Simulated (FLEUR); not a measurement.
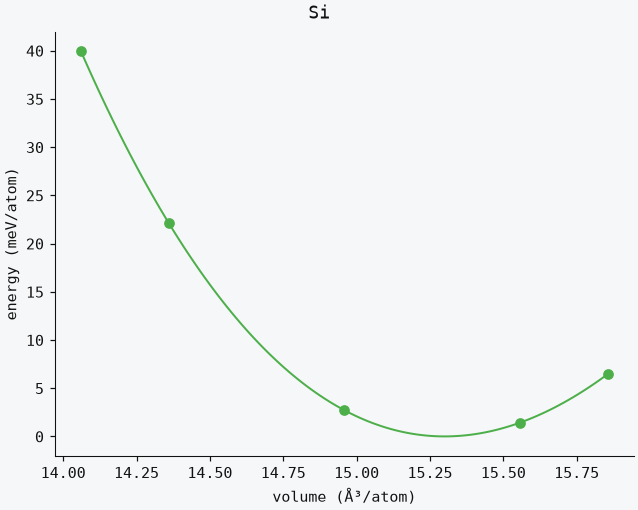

Caption: Energy against volume for Si, space group Fmmm (No. 69).

A third-order Birch–Murnaghan fit gives V0 = 15.30 Å³/atom, B0 = 109 GPa and B′ = 4.4. The energy is 39.94 meV/atom at volume 14.06 Å³/atom and 6.46 meV/atom at 15.86 Å³/atom; the lowest computed point is at volume 15.56 Å³/atom (1.43 meV/atom).

How it was computed, with FLEUR MaX-R8.1 (later development tree): all-electron LAPW DFT, no spin polarisation; energies at scaled volumes of the given cell, shape and fractions fixed, counted from the fit's minimum, third-order Birch-Murnaghan fit. Level: r2SCAN.

k mesh 8×8×8; occupations Fermi–Dirac; smearing width 0.05 eV; potentials all electron; program settings basis FLAPW, kmax 4.78 1/bohr.

Cell as given: a = 5.351 Å, b = 5.237 Å, c = 3.598 Å, α = 71.86°, β = 68.44°, γ = 39.71°; 4 atoms.

Limits of the calculation: shape and atomic fractions are frozen while scaling, which makes layered, chain and framework solids too stiff.
